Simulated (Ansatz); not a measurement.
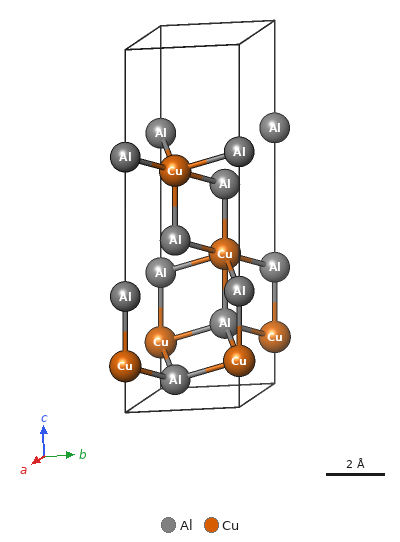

*The input geometry (ball-and-stick view of the cell of the calculation, seen slightly off an axis). An atom can appear more than once, as a periodic image.*

**Single-point calculation, with input and output: Al₂Cu**

The run: single-point calculation of Al₂Cu (P-3m1, 9 atoms in the cell). Method and program: DFT r2SCAN, scalar-relativistic, plane waves, PAW, no spin polarisation (Ansatz 0.2.0).

The structure derives from a Materials Project entry. It belongs to a series of runs on one base structure; here: the crystal opened by +3.00 A across the cut. Figures and captions count atoms from 1; the log counts them from 0 in places.

**Output**
```
Warning: 8 symmetry operations that the atoms keep within the bar at which the run's group was sought (crystal.symmetry.tolerance 1.0e-5, or twice it) were not taken beside the 4 unitary ones that the detection took (of a slab, those that keep its plane). If the more symmetric cell is meant, write the vectors of crystal.lattice to more decimals, or, with the positions in fractional coordinates, give it by lengths and angles (which lays the cell in the standard orientation, to which the deck's other Cartesian keys then refer), with the lengths that are meant to be equal typed equal, the angles likewise, and each angle that the symmetry fixes typed at its exact value (of a frozen-density pass: in the run whose state it reads). The detection then takes those 8 too, where the atoms keep them as a group. The lattice (crystal.lattice as typed, or as saved on a frozen-density pass laid at its state's geometry) misses each of them by more than the tolerance, the farthest off changing a squared length by the fraction 7.7e-5. The run does not impose them: its cell is that one, or, where this deck is also told that its lattice was moved onto its group, that cell laid onto the operations that were taken. If the cell is strained on purpose, what lies past the tolerance is rightly left out.
Engine: ansatz 0.2.0, x86_64-unknown-linux-gnu
Pseudopotentials: kind: paw
Pseudopotential: Al, paw, valence charge 3, recommended cutoff 500 eV (meta_gga), Al.paw.azcp
Pseudopotential: Cu, paw, valence charge 19, recommended cutoff 500 eV (meta_gga), Cu.paw.azcp
Functional definition: r2SCAN
  parameter k0 = 0.174
  parameter k1 = 0.065
  parameter a1 = 4.9479
  exchange = r2scan_x(k0 = k0, k1 = k1, a1 = a1)
  correlation = r2scan_c
Crystal: 9 atoms, lattice volume = 184.119 Å³
Basis set: ecut = 500 eV, 4721 PW (Γ), exchange–correlation on 120×120×384 points (64 copies of the dense FFT grid, shifted against one another)
Bands: 47, of which v1, the nominal top of the filled ones, is band 38 counted from 1 (37 counted from 0)
Symmetry: 4 space group operations
Space group: C2/m (ITA 12), of the structure as read, at distance tolerance 5.7e-5 Å
k-points: 231 of 845
Non-local potential: Al, projectors of the file, l = 0: 2, l = 1: 2, l = 2: 1
Non-local potential: Cu, projectors of the file, l = 0: 3, l = 1: 2, l = 2: 3, l = 3: 1
PAW form: soft (Blöchl's): semilocal exchange-correlation on the pseudo side does not see the compensation charge
PAW frozen core: Al, regenerated for the run's functional (the file was generated under x = pbe(κ = 0.804, μ = 0.2195149727645171), c = pbe(β = 0.06672455060314922))
PAW frozen core: Cu, regenerated for the run's functional (the file was generated under x = pbe(κ = 0.804, μ = 0.2195149727645171), c = pbe(β = 0.06672455060314922))
PAW one-centre angular grid: Al, 302 points (default); XC on 160 Gauss nodes
PAW one-centre angular grid: Cu, 590 points (default); XC on 160 Gauss nodes
Initial density: superposition of atomic densities (neutral atoms: chi_scale 0, normalization atom), corrected by the library's trained network
Initial wavefunctions: pseudopotential atomic-orbital guess
Functional: x = r2scan, c = r2scan; τ floored in thin density (d = 2e-4 eV/Å³)
SCF iter   1: F=—  HF=-23135.532085 eV  |F-HF|=—  |Δ(HF+E_count)|=         —  Δρ=2.00e-2  dr2=5.41e-1  dr2_τ=2.91e-2  ethr=1.77e-3  ⟨swp⟩=8.7  Hψ=49179  notcnv=0
preconditioner: auto → LDOS  [metal: Δε(μ)=0.018 eV  Ē_g=7.260 eV  σ=0.150 eV  W_gap=0.07  n_scr=50 (ndim 8)  ℏωp=19.5 eV  f_vac=0.139  D(μ)=4.63/eV (n_scr^D=38)  β→1.0]
SCF iter   2: F=—  HF=-23136.131229 eV  |F-HF|=—  |Δ(HF+E_count)|=   5.99e-1  Δρ=5.64e-2  dr2=3.57e0  dr2_τ=1.50e-2  ethr=7.21e-4  ⟨swp⟩=2.1  Hψ=22975  notcnv=0  defer=621  recentre
SCF iter   3: F=—  HF=-23135.555202 eV  |F-HF|=—  |Δ(HF+E_count)|=   5.76e-1  Δρ=9.15e-3  dr2=1.26e-1  dr2_τ=6.13e-4  ethr=7.21e-4  ⟨swp⟩=2.0  Hψ=22980  notcnv=0  defer=582
SCF iter   4: F=—  HF=-23135.536089 eV  |F-HF|=—  |Δ(HF+E_count)|=   1.91e-2  Δρ=3.64e-3  dr2=1.77e-2  dr2_τ=8.67e-5  ethr=1.68e-4  ⟨swp⟩=2.0  Hψ=18231  notcnv=0  defer=582
SCF iter   5: F=—  HF=-23135.533430 eV  |F-HF|=—  |Δ(HF+E_count)|=   2.66e-3  Δρ=1.05e-3  dr2=1.44e-3  dr2_τ=1.97e-5  ethr=2.37e-5  ⟨swp⟩=2.0  Hψ=14335  notcnv=0  defer=582
SCF iter   6: F=—  HF=-23135.533870 eV  |F-HF|=—  |Δ(HF+E_count)|=   4.39e-4  Δρ=4.30e-4  dr2=3.12e-4  dr2_τ=1.93e-6  ethr=1.92e-6  ⟨swp⟩=2.0  Hψ=14964  notcnv=0  defer=582
SCF iter   7: F=—  HF=-23135.534046 eV  |F-HF|=—  |Δ(HF+E_count)|=   1.76e-4  Δρ=1.51e-4  dr2=4.40e-5  dr2_τ=1.91e-7  ethr=4.17e-7  ⟨swp⟩=2.0  Hψ=15931  notcnv=0  defer=582
SCF iter   8: F=—  HF=-23135.534158 eV  |F-HF|=—  |Δ(HF+E_count)|=   1.13e-4  Δρ=3.75e-5  dr2=1.95e-6  dr2_τ=1.36e-8  ethr=5.86e-8  ⟨swp⟩=2.0  Hψ=15363  notcnv=0  defer=582
SCF iter   9: F=—  HF=-23135.534159 eV  |F-HF|=—  |Δ(HF+E_count)|=   6.41e-7  Δρ=1.93e-5  dr2=4.57e-7  dr2_τ=1.60e-9  ethr=2.60e-9  ⟨swp⟩=2.0  Hψ=16125  notcnv=0  defer=582
SCF iter  10: F=-23135.534159 eV  HF=-23135.534159 eV  |F-HF|=1.07e-8  |Δ(HF+E_count)|=   4.84e-9  Δρ=4.37e-6  dr2=4.13e-8  dr2_τ=1.52e-10  ethr=1.33e-10  ⟨swp⟩=15.6  Hψ=82645  notcnv=0
SCF 1 converged in 10 iterations: F = -23135.534159 eV  dr2 = 4.13e-8
  greatest PAW one-centre occupation: 1.000 electrons in one spin orbital (limit 2), on the Cu atom at site 7 (counted from 0), in its partial waves of l = 0
```

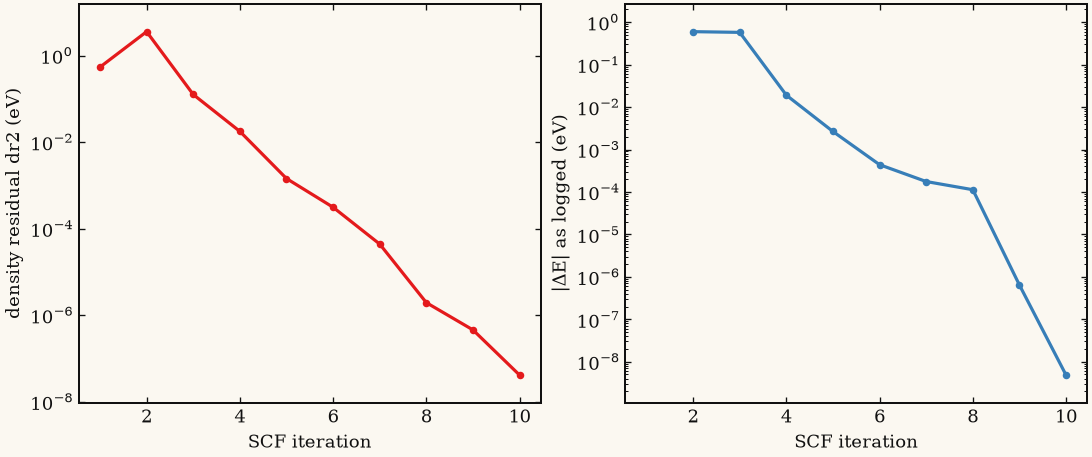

*Convergence of the self-consistent field: density residual dr2 and size of the energy change against the SCF iteration.*

The residual comes down, with one marked jump up, by a factor of about 7, at step 2.

```
SCF converged after 10 iterations
Free energy (F): -23135.534159 eV
Harris-Foulkes:  -23135.534159 eV  (|F-HF|=1.07e-8)
Internal energy: -23135.481636 eV  (E = F + TS)
E sigma→0 (E₀):  -23135.507897 eV
Entropy (-TS):   -0.052523 eV (-5.836 meV/atom)
Fermi energy:    6.148947 eV
--- Per-component energies (eV) ---
  E_band       = -1768.987766
  E_kinetic    = 1032.207345
  E_local      = -22839.508774  (includes V_loc(G=0)·N_el)
  E_nonlocal   = 1218.433097
  E_hartree    = 10400.199014
  E_xc         = -471.016465
  E_vxc        = -562.514730  (∫ρ·V_xc dr)
  E_paw        = -7851.408136  (= ΣΔE_a)
  E_vpaw       = -1454.291087  (= ΣTr[D̂ρ^β])
  E_aug_tail   = 0.000434  (compensation charges beyond the density's cutoff)
  E_vtau       = 36.285022  (kinetic-family band-sum trace: ∫τ·v_τ [+ j·A + Jᵃ·Aᵃ] dr)
  E_ewald      = -4623.124178
  E_core_change = -1.263972  (= ΣΔE_core)
  E_smearing   = -0.052523  (= −TS)
  E_closure    = -0.000000  (closes the sum)
  Σ components = -23135.534159   (vs F -23135.534159, Δ=0.00e0)
--- Forces (eV/Å), atoms counted from 1 ---
  atom   1  Al    -0.00000000    -0.32506117    -0.22966427
  atom   2  Al     0.00000000    -0.23108705    -0.16340242
  atom   3  Al     0.00000000     0.11764234     0.08322105
  atom   4  Al    -0.00000000     0.23108705     0.16340242
  atom   5  Al     0.00000000     0.32506117     0.22966427
  atom   6  Al    -0.00000000    -0.11764234    -0.08322105
  atom   7  Cu    -0.00000000     0.21698866     0.15345037
  atom   8  Cu     0.00000000    -0.21698866    -0.15345037
  atom   9  Cu    -0.00000000     0.00000000     0.00000000
  max |Σ_I F_I| component: 1.11e-16 eV/Å
--- Stress (GPa, compression-positive) ---
       -1.371855      -0.000000       0.000000
       -0.000000      -1.515691      -0.101925
        0.000000      -0.101925      -1.441059
  P = ⅓ Tr σ = -1.4429 GPa (-14.429 kbar)
--- Band table (eV; the first three rows and the last of 231) ---
  k-point 0: bands = ["-111.5411", "-111.2263", "-111.2263", "-67.3341", "-67.3341", "-67.3273", "-67.0437", "-67.0437", "-67.0437", "-67.0437", "-66.9745", "-66.9745", "-4.2713", "-3.2841", "-2.0758", "0.4317", "1.3015", "1.5701", "1.5701", "1.8287", "1.8287", "1.8574", "1.8574", "2.1043", "2.1044", "2.3389", "2.4302", "2.4303", "2.4526", "2.4526", "2.5581", "3.3566", "6.2121", "7.1637", "7.1641", "7.7113", "8.0208", "8.0211", "8.9666", "8.9669", "9.5916", "9.5917", "10.1257", "10.1259", "10.3268", "10.3270", "10.3866"]
  k-point 1: bands = ["-111.5411", "-111.2263", "-111.2263", "-67.3341", "-67.3341", "-67.3273", "-67.0437", "-67.0437", "-67.0437", "-67.0437", "-66.9745", "-66.9745", "-4.2705", "-3.2881", "-2.0677", "0.4114", "1.3099", "1.5701", "1.5702", "1.8287", "1.8287", "1.8574", "1.8574", "2.1043", "2.1044", "2.3484", "2.4302", "2.4302", "2.4526", "2.4526", "2.5132", "3.4726", "5.9117", "7.1634", "7.1638", "8.0228", "8.0231", "8.1196", "8.9611", "8.9614", "9.5913", "9.5914", "10.1320", "10.1321", "10.3003", "10.3306", "10.3307"]
  k-point 2: bands = ["-111.5411", "-111.2263", "-111.2263", "-67.3341", "-67.3341", "-67.3273", "-67.0437", "-67.0437", "-67.0437", "-67.0437", "-66.9745", "-66.9745", "-4.2693", "-3.2944", "-2.0546", "0.3795", "1.3225", "1.5702", "1.5702", "1.8288", "1.8288", "1.8573", "1.8573", "2.1043", "2.1044", "2.3786", "2.4301", "2.4302", "2.4379", "2.4527", "2.4527", "3.6734", "5.5197", "7.1628", "7.1632", "8.0261", "8.0263", "8.8320", "8.9522", "8.9525", "9.5906", "9.5907", "9.9689", "10.1422", "10.1423", "10.3367", "10.3368"]
  k-point 230: bands = ["-111.5411", "-111.2263", "-111.2263", "-67.3342", "-67.3342", "-67.3273", "-67.0438", "-67.0438", "-67.0437", "-67.0437", "-66.9745", "-66.9745", "-1.7366", "-0.9818", "-0.4468", "0.1281", "0.4286", "0.9280", "1.3340", "1.7372", "1.7743", "1.9174", "2.1155", "2.1366", "2.1757", "2.2643", "2.2946", "2.4112", "2.4384", "2.4578", "2.4744", "2.4935", "2.6339", "4.0645", "4.5095", "4.9803", "5.4857", "5.5987", "6.4618", "7.2113", "7.6432", "8.1947", "8.8885", "9.2098", "9.7058", "10.2812", "11.0972"]
```

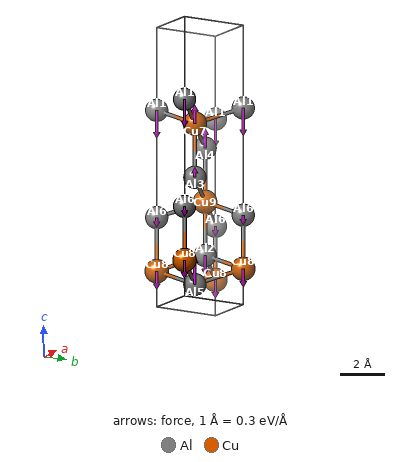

*Forces on the atoms as pink arrows (ball-and-stick view of the cell of the calculation, seen at an oblique angle; atoms are numbered from 1 in the order of the input).*

The largest act on Al1, Al5 (0.40 eV/Å); Al2, Al4 (0.28 eV/Å); Cu7, Cu8 (0.27 eV/Å); Al3, Al6 (0.14 eV/Å). The geometry is not a stationary point of this energy.

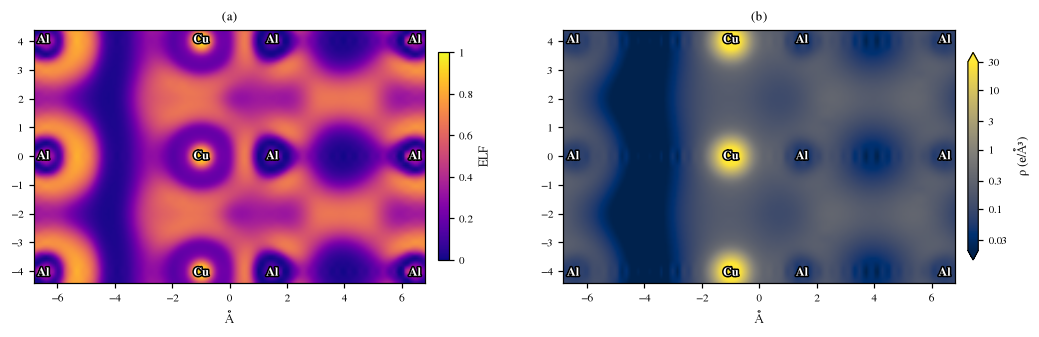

*(a) electron localisation function; (b) valence charge density (pseudo) on the (11̄0) plane of the conventional cell.*

Atoms in the plane: Al and Cu. Al–Cu (2.48 Å): ρ is about 0.32 e/Å³ halfway; the ELF peaks at about 0.65 between the atoms. The density dies away to nearly zero in the voids. The strong features right at Cu lie inside the PAW spheres (semicore, d or f shells) and say nothing about bonding. Core electrons are frozen (PAW), so the fields are smoothed inside the atomic spheres.

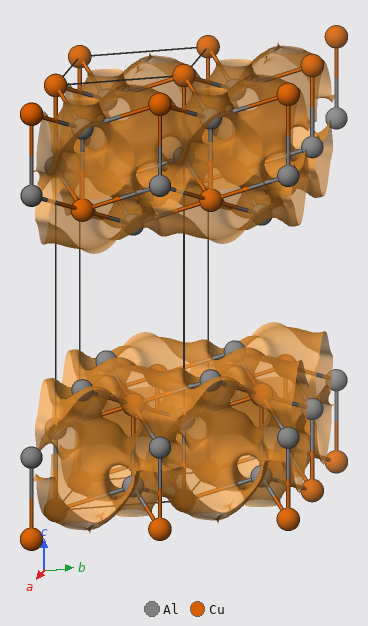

*Isosurface of the valence charge density (pseudo) at 0.2 e/Å³ (orange), seen slightly off an axis. Sticks mark near contacts. The outline is the cell set on symmetry axes.*

At this value the density is joined into sheets; it holds about 85 % of the electrons treated as valence (semicore included). On the grid the lowest density along these lines, outside the cores, is 0.26 e/Å³ (Al–Cu, 2.48 Å).

The run was set up as follows.

**The input**
```yaml
crystal:
  lattice:
    - [-2.0273575171, 2.0273575171, -2.8669875149]
    - [-2.0273575171, -2.0273575171, 2.8669875149]
    - [0.0, 10.5588830782, 7.4660777844]
  atoms:
    - { symbol: Al, position: [1.27556e-05, -1.27556e-05, 0.7040003471] }
    - { symbol: Al, position: [0.333336812, 0.666663188, 0.1919907854] }
    - { symbol: Al, position: [0.6666747838, 0.3333252162, 0.4479955662] }
    - { symbol: Al, position: [0.3333437697, 0.6666562303, 0.5759979567] }
    - { symbol: Al, position: [0.6666678261, 0.3333321739, 0.063988395] }
    - { symbol: Al, position: [5.7979e-06, -5.7979e-06, 0.3199931758] }
    - { symbol: Cu, position: [0.6666782627, 0.3333217373, 0.6399991519] }
    - { symbol: Cu, position: [2.319e-06, -2.319e-06, 0.1279895902] }
    - { symbol: Cu, position: [0.3333402908, 0.6666597092, 0.383994371] }
basis:
  ecutwfc: 500
kpoints:
  mp_grid: { grid: [13, 13, 5] }
hamiltonian:
  xc: r2scan
scf:
  occupations: { method: gaussian, width: 0.15 }
output:
  forces: true
  stress: true
  eigenvalues: true
  write_density: true
  write_potential: true
  elf: true
  volumetric_format: npy
```

Launch command:
```bash
ansatz run input.yaml --threads 2 --pin off --max-ram 5120MiB --backend cpu --events-out ev --progress --plain --runs-dir out
```

**Key numbers**

```tsv
quantity	value
outcome	converged
space group (tolerance 0.01 Å)	P-3m1 (164)
electrons treated	75
free energy	−23135.5342 eV
Fermi energy	6.149 eV
gap on the k-point mesh	none (metallic)
pressure	−1.44 GPa
largest force (length of the vector)	0.398 eV/Å
hardware	2 threads of Oxide Virtual Turin-like (Zen 5), 32 GiB of memory available, shared host
wall time	72 s (CPU time 2.4 min)
peak memory	2 GiB
```

The program warns: near-symmetries of the structure were not used.
